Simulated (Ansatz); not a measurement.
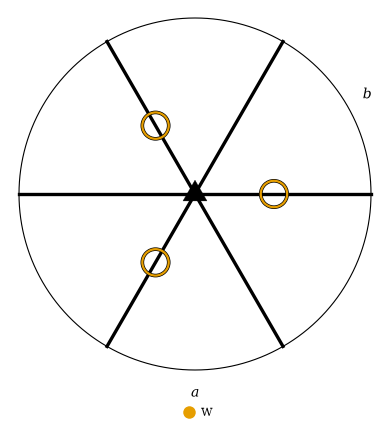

For WSe2, the geometry relaxed with DFT, PBE-D4, plane waves, PAW in Ansatz: directions from one selenium atom at (1/3, 2/3, 0.381) to its bonded neighbours, in stereographic projection down c (filled: above the plane of the page or in it, open: below). Symmetry computed with spglib at a tolerance of 0.002 Å; standard conventional cell.

Neighbours are counted up to 3.24 Å for W. The symmetry elements of the site are drawn in: heavy lines are mirror planes (a heavy rim: a mirror in the plane of the page); lens, triangle, square and hexagon are 2-, 3-, 4- and 6-fold axes, a lens in an open square is −4, a triangle in an open hexagon −6; thin dashed diameters join the ends of axes that lie in the page; a small open circle marks inversion.

```
CELL_PARAMETERS angstrom
3.27892 0.00000 0.00000
-1.63946 2.83962 0.00000
0.00000 0.00000 12.83447
ATOMIC_POSITIONS crystal
W 0.66667 0.33333 0.25000
W 0.33333 0.66667 0.75000
Se 0.33333 0.66667 0.38132
Se 0.66667 0.33333 0.88132
Se 0.33333 0.66667 0.11868
Se 0.66667 0.33333 0.61868
```

How many neighbours are there, and at what angles?

Answer. 3: 3 W at 2.53 Å. Angles between bonds: 81° (3×).

What is the site's symmetry in the crystal?

Answer. Point group 3m (C3v), order 6: one threefold axis, three mirror planes. In P6₃/mmc (No. 194) this is Wyckoff position 4f.
